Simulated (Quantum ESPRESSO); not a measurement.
## Single-point calculation of GaAs

System: GaAs (F-43m, 2 atoms in the cell).
Method: Kohn-Sham DFT of a periodic cell, PBE, PseudoDojo 0.4 FR PBE standard, no spin polarisation (Quantum ESPRESSO 7.5).

The structure derives from an entry of the Crystallography Open Database. Some settings of this run were made unusual or wrong on purpose.

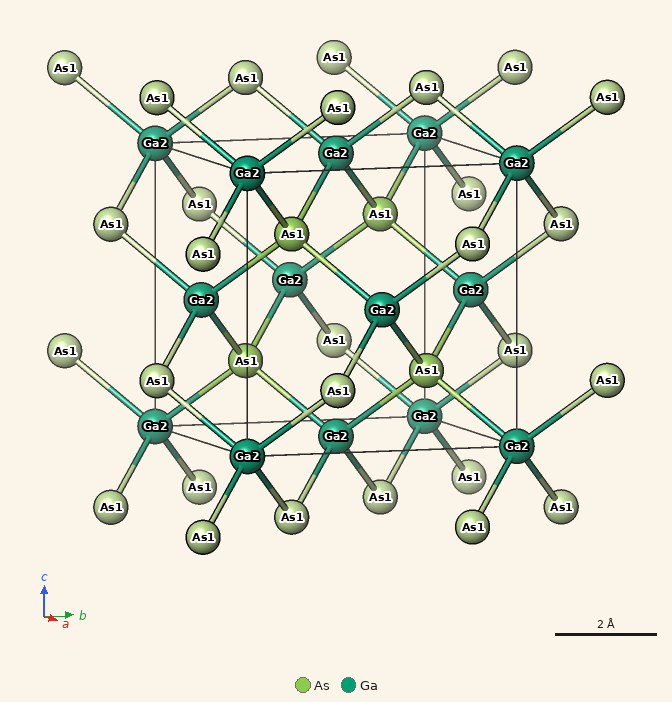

The structure as given in the input (ball-and-stick view of the cell 4 times as large as that of the calculation, set on its symmetry axes, seen slightly off an axis; neighbours outside the cell are drawn fainter; atoms are numbered from 1 in the order of the input). An atom can appear more than once, as a periodic image. Near neighbours in the periodic cell (some may lie outside the picture): As has 4 Ga at 2.45 Å; Ga has 4 As at 2.45 Å.

What the run reported:

```csv
quantity,value
outcome,converged
space group (tolerance 0.01 Å),F-43m (216)
electrons treated,28
free energy,−4949.0396 eV
Fermi energy,10.106 eV
gap on the k-point mesh,0.24 eV
pressure,55.58 GPa
largest force (length of the vector),under 0.001 eV/Å
hardware,"1 thread of Arm Neoverse V1, 24 GiB of memory available, shared host"
wall time,2.3 s
peak memory,0.11 GiB
```

Diagnosis:

Some settings of this run were drawn to be unusual or wrong (k set to [1, 1, 1] (from [8, 8, 8])). It converged; results that depend on the unusual settings are not reference values. Points of doubt noted for this run: coarse mesh. So coarse a mesh can miss the band edges, so the true gap of this method can be much smaller, or zero.

The input:
```
&CONTROL
  calculation = 'scf'
  prefix = 'pwscf'
  outdir = './tmp'
  pseudo_dir = './pseudo'
  tprnfor = .true.
  tstress = .true.
  disk_io = 'nowf'
/
&SYSTEM
  ibrav = 0
  nat = 2
  ntyp = 2
  ecutwfc = 84
  nbnd = 21
  occupations = 'smearing'
  smearing = 'fd'
  degauss = 0.00367493
/
&ELECTRONS
  conv_thr = 4d-10
  electron_maxstep = 80
  mixing_beta = 0.5
/
ATOMIC_SPECIES
As    74.9216 As.upf
Ga    69.7230 Ga.upf
CELL_PARAMETERS angstrom
   0.0000000000    2.8268500000    2.8268500000
   2.8268500000    0.0000000000    2.8268500000
   2.8268500000    2.8268500000    0.0000000000
ATOMIC_POSITIONS crystal
As     0.7500000000    0.7500000000    0.7500000000
Ga     0.0000000000    0.0000000000    0.0000000000
K_POINTS automatic
1 1 1 0 0 0
```

Launched with:
```bash
OMP_NUM_THREADS=1 pw.x -in pw.in > pw.out
```

What the program printed:
```
This program is part of the open-source Quantum ESPRESSO suite
     for quantum simulation of materials; please cite
         "P. Giannozzi et al., J. Phys.:Condens. Matter 21 395502 (2009);
         "P. Giannozzi et al., J. Phys.:Condens. Matter 29 465901 (2017);
         "P. Giannozzi et al., J. Chem. Phys. 152 154105 (2020);
          URL
     in publications or presentations arising from this work. More details at

     Message from routine setup:
     using ibrav=0 with symmetry is DISCOURAGED, use correct ibrav instead

     G-vector sticks info
     --------------------
     sticks:   dense  smooth     PW     G-vecs:    dense   smooth      PW
     Sum        1333    1333    313                31775    31775    3839

     Using Slab Decomposition

     bravais-lattice index     =            0
     lattice parameter (alat)  =       7.5547  a.u.
     unit-cell volume          =     304.8842 (a.u.)^3
     number of atoms/cell      =            2
     number of atomic types    =            2
     number of electrons       =        28.00
     number of Kohn-Sham states=           21
     kinetic-energy cutoff     =      84.0000  Ry
     charge density cutoff     =     336.0000  Ry
     scf convergence threshold =      4.0E-10
     mixing beta               =       0.5000
     number of iterations used =            8  plain     mixing
     Exchange-correlation= PBE
                           (   1   4   3   4   0   0   0)

     celldm(1)=   7.554690  celldm(2)=   0.000000  celldm(3)=   0.000000
     celldm(4)=   0.000000  celldm(5)=   0.000000  celldm(6)=   0.000000

     crystal axes: (cart. coord. in units of alat)
               a(1) = (   0.000000   0.707107   0.707107 )
               a(2) = (   0.707107   0.000000   0.707107 )
               a(3) = (   0.707107   0.707107   0.000000 )

     reciprocal axes: (cart. coord. in units 2 pi/alat)
               b(1) = ( -0.707107  0.707107  0.707107 )
               b(2) = (  0.707107 -0.707107  0.707107 )
               b(3) = (  0.707107  0.707107 -0.707107 )

     PseudoPot. # 1 for As read from file:
     As.upf
     Pseudo is Norm-conserving + core correction, Zval = 15.0
     Generated using ONCVPSP code by D. R. Hamann
     Using radial grid of 1358 points,  6 beta functions with:
                l(1) =   0
                l(2) =   0
                l(3) =   1
                l(4) =   1
                l(5) =   2
                l(6) =   2

     PseudoPot. # 2 for Ga read from file:
     Ga.upf
     Pseudo is Norm-conserving + core correction, Zval = 13.0
     Generated using ONCVPSP code by D. R. Hamann
     Using radial grid of 1926 points,  6 beta functions with:
                l(1) =   0
                l(2) =   0
                l(3) =   1
                l(4) =   1
                l(5) =   2
                l(6) =   2

     atomic species   valence    mass     pseudopotential
     As               15.00    74.92160     As( 1.00)
     Ga               13.00    69.72300     Ga( 1.00)

     24 Sym. Ops. (no inversion) found

   Cartesian axes

     site n.     atom                  positions (alat units)
         1        As     tau(   1) = (   1.0606602   1.0606602   1.0606602  )
         2        Ga     tau(   2) = (   0.0000000   0.0000000   0.0000000  )

     number of k points=     1  Fermi-Dirac smearing, width (Ry)=  0.0037
                       cart. coord. in units 2pi/alat
        k(    1) = (   0.0000000   0.0000000   0.0000000), wk =   2.0000000

     Dense  grid:    31775 G-vectors     FFT dimensions: (  45,  45,  45)

     Initial potential from superposition of free atoms

     starting charge      27.9971, renormalised to      28.0000
     Starting wfcs are   18 randomized atomic wfcs +    3 random wfcs

     Self-consistent Calculation

     iteration #  1     ecut=    84.00 Ry     beta= 0.50
     Davidson diagonalization with overlap
     ethr =  1.00E-02,  avg # of iterations =  7.0

     total energy              =    -363.63682164 Ry
     estimated scf accuracy    <       0.51784294 Ry

     iteration #  2     ecut=    84.00 Ry     beta= 0.50
     Davidson diagonalization with overlap
     ethr =  1.85E-03,  avg # of iterations =  2.0

     total energy              =    -363.72879628 Ry
     estimated scf accuracy    <       0.09037937 Ry

     iteration #  3     ecut=    84.00 Ry     beta= 0.50
     Davidson diagonalization with overlap
     ethr =  3.23E-04,  avg # of iterations =  2.0

     total energy              =    -363.74630965 Ry
     estimated scf accuracy    <       0.01862304 Ry

     iteration #  4     ecut=    84.00 Ry     beta= 0.50
     Davidson diagonalization with overlap
     ethr =  6.65E-05,  avg # of iterations =  2.0

     total energy              =    -363.74760171 Ry
     estimated scf accuracy    <       0.00049031 Ry

     iteration #  5     ecut=    84.00 Ry     beta= 0.50
     Davidson diagonalization with overlap
     ethr =  1.75E-06,  avg # of iterations =  4.0

     total energy              =    -363.74768562 Ry
     estimated scf accuracy    <       0.00009827 Ry

     iteration #  6     ecut=    84.00 Ry     beta= 0.50
     Davidson diagonalization with overlap
     ethr =  3.51E-07,  avg # of iterations =  2.0

     total energy              =    -363.74770164 Ry
     estimated scf accuracy    <       0.00000758 Ry

     iteration #  7     ecut=    84.00 Ry     beta= 0.50
     Davidson diagonalization with overlap
     ethr =  2.71E-08,  avg # of iterations =  3.0

     total energy              =    -363.74770285 Ry
     estimated scf accuracy    <       0.00000057 Ry

     iteration #  8     ecut=    84.00 Ry     beta= 0.50
     Davidson diagonalization with overlap
     ethr =  2.05E-09,  avg # of iterations =  3.0

     total energy              =    -363.74770302 Ry
     estimated scf accuracy    <       0.00000003 Ry

     iteration #  9     ecut=    84.00 Ry     beta= 0.50
     Davidson diagonalization with overlap
     ethr =  8.99E-11,  avg # of iterations =  3.0

     total energy              =    -363.74770304 Ry
     estimated scf accuracy    <          2.0E-09 Ry

     iteration # 10     ecut=    84.00 Ry     beta= 0.50
     Davidson diagonalization with overlap
     ethr =  7.27E-12,  avg # of iterations =  2.0

     End of self-consistent calculation

          k = 0.0000 0.0000 0.0000 (  3839 PWs)   bands (ev):

   -23.4463 -23.4463 -23.4463 -23.4398 -23.4398  -6.3061  -6.3061  -6.3061
    -6.2847  -6.2847  -2.8631   9.9546   9.9546   9.9546  10.1970  12.9503
    12.9503  12.9503  16.6289  19.5200  19.5200

     the Fermi energy is    10.1058 ev

!    total energy              =    -363.74770304 Ry
     estimated scf accuracy    <          6.8E-11 Ry
     smearing contrib. (-TS)   =      -0.00710001 Ry
     internal energy E=F+TS    =    -363.74060303 Ry

     The total energy is F=E-TS. E is the sum of the following terms:
     one-electron contribution =    -192.93079243 Ry
     hartree contribution      =     117.28790306 Ry
     xc contribution           =     -89.74487989 Ry
     ewald contribution        =    -198.35283378 Ry

     convergence has been achieved in  10 iterations

     Forces acting on atoms (cartesian axes, Ry/au):

     atom    1 type  1   force =    -0.00000000   -0.00000000   -0.00000000
     atom    2 type  2   force =    -0.00000000    0.00000000   -0.00000000

     Total force =     0.000000     Total SCF correction =     0.000000

     Computing stress (Cartesian axis) and pressure

          total   stress  (Ry/bohr**3)                   (kbar)     P=      555.81
   0.00377830   0.00000000   0.00000000          555.81        0.00        0.00
   0.00000000   0.00377830   0.00000000            0.00      555.81        0.00
   0.00000000   0.00000000   0.00377830            0.00        0.00      555.81

=------------------------------------------------------------------------------=
   JOB DONE.
=------------------------------------------------------------------------------=
```
